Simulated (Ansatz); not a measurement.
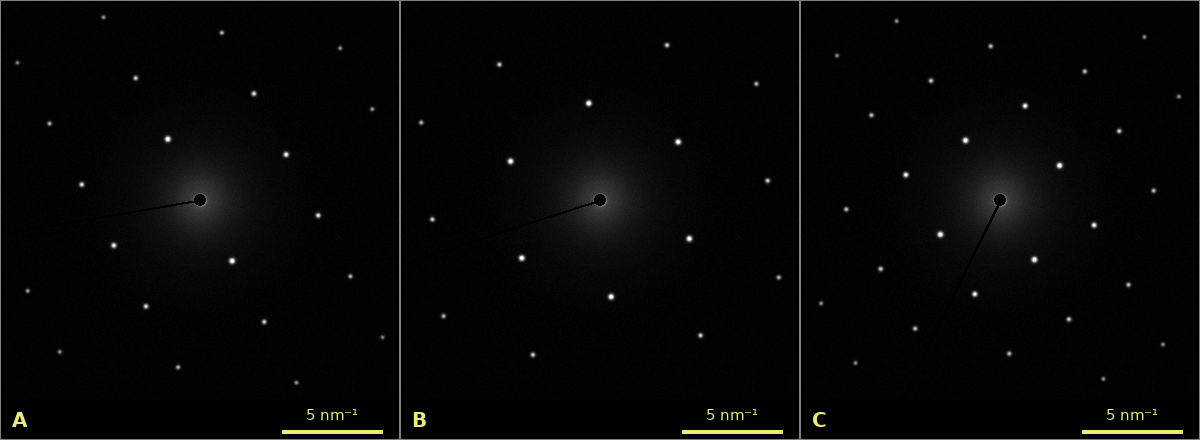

Computed electron diffraction patterns, 200 kV, single scattering only, B = 0.5 Å².

All three come from Cd, space group Pm-3m (No. 221), a = 2.904 Å. Structure: the geometry relaxed with Ansatz, DFT, PBEsol, plane waves (420 eV) with PAW, scalar-relativistic; the starting structure was generated, so it need not be a known form of this composition.

Assign the zone axes [001], [110], [111] to A, B and C.

Answer. A is [110]: rectangular net of 0 0 1 at d = 2.90 Å and 1 -1 0 at d = 2.05 Å, at 90.0°. B is [111]: hexagonal net of -1 1 0 at d = 2.05 Å and -1 0 1 at d = 2.05 Å, at 60.0°. C is [001]: square net of 1 0 0 at d = 2.90 Å and 0 1 0 at d = 2.90 Å, at 90.0°.
